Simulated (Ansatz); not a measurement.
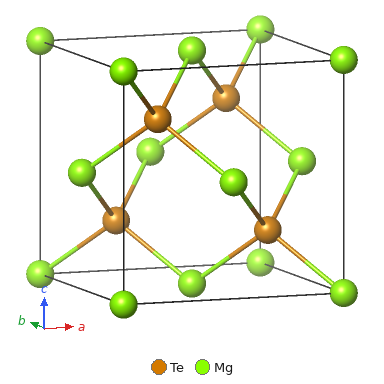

System: MgTe, space group F-43m (No. 216). The picture shows the conventional cell.

The given structure:
```yaml
crystal:
  lattice:
    - [0.00000, 3.23200, 3.23200]
    - [3.23200, 0.00000, 3.23200]
    - [3.23200, 3.23200, 0.00000]
  atoms:
    - { symbol: Te, position: [0.25000, 0.25000, 0.25000] }
    - { symbol: Mg, position: [0.00000, 0.00000, 0.00000] }
```

Method: all-electron LAPW DFT, no spin polarisation; energies at scaled volumes of the given cell, shape and fractions fixed, counted from the fit's minimum, third-order Birch-Murnaghan fit (Ansatz 0.2.0). Level: LDA.

- k mesh: 7×7×7
- occupations: Fermi–Dirac
- smearing width: 0.05 eV
- potentials: all electron LAPW, scalar relativistic
- program settings: basis error eV/atom 0.001

Predict the energy and pressure against volume. The volume takes the values 31.74, 32.41, 33.09, 33.76, 34.44, 35.11, 35.79 Å³/atom.

A third-order Birch–Murnaghan fit gives V0 = 32.31 Å³/atom, B0 = 38.8 GPa and B′ = 4.2. The energy is 1.26 meV/atom at volume 31.74 Å³/atom and 37.94 meV/atom at 35.79 Å³/atom; the lowest computed point is at volume 32.41 Å³/atom (0.04 meV/atom). The pressure falls from 0.72 GPa at volume 31.74 Å³/atom to −3.20 GPa at 35.79 Å³/atom, and changes sign near 32.31 Å³/atom.

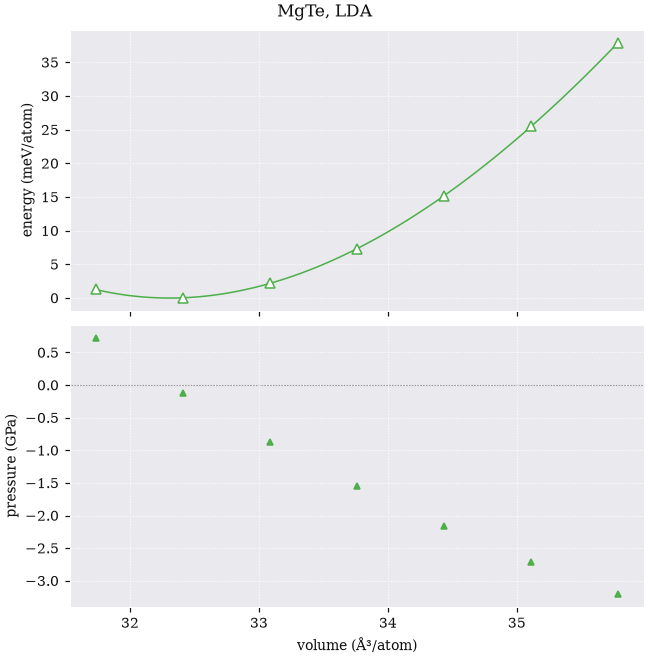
